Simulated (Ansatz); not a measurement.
```xyz
6
Lattice="3.7091 0.0000 0.0000 0.0000 3.7091 0.0000 0.0000 0.0000 5.1721" Properties=species:S:1:pos:R:3 pbc="T T T"
Zr    0.0000    0.0000    0.0000
Zr    1.8545    1.8545    2.5860
O     0.0000    1.8545    1.5940
O     0.0000    1.8545    4.1800
O     1.8545    0.0000    3.5781
O     1.8545    0.0000    0.9921
```

Space group P4₂/nmc; a structure from a database of computed crystals, not necessarily the ambient phase; started from the database structure prototype, which need not be the ambient phase; changed on purpose from its base cell (epitaxial xy strain +3.0%); computed pressure about −13 GPa in this cell.

Theory: Ansatz, DFT, HSE06, plane waves, PAW.

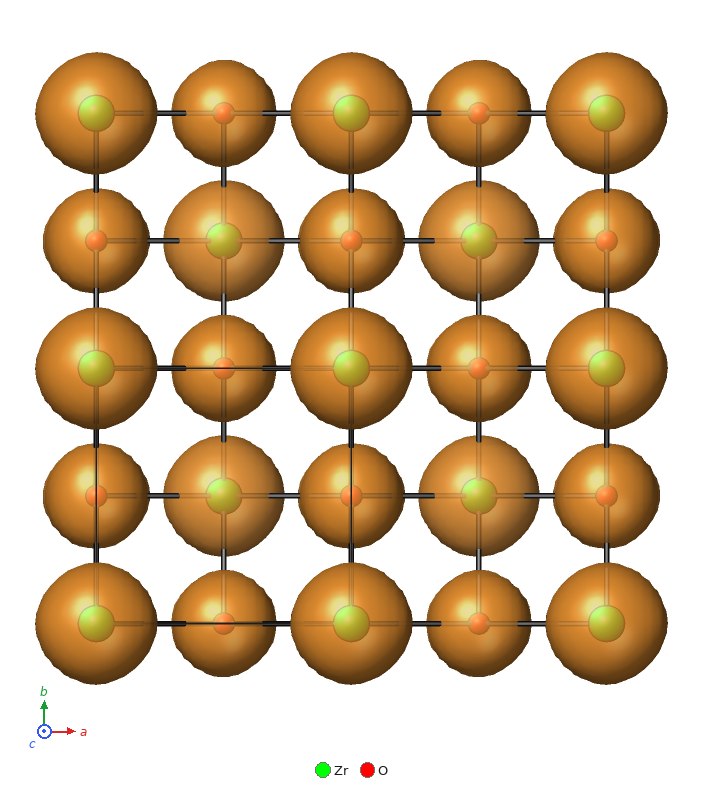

ZrO$_{2}$. Isosurface of the valence charge density (pseudo) at 1 e/Å³ (orange), seen along the c axis. Sticks mark near contacts.

### How is the density connected at this value?

At this value the density breaks into separate islands; it holds about 65 % of the electrons treated as valence (semicore included). It bridges none of the near contacts. It is pinched off along the shortest Zr–O (2.10 Å) contacts. On the grid the lowest density along these lines, outside the cores, is 0.67 e/Å³ (Zr–O, 2.10 Å).
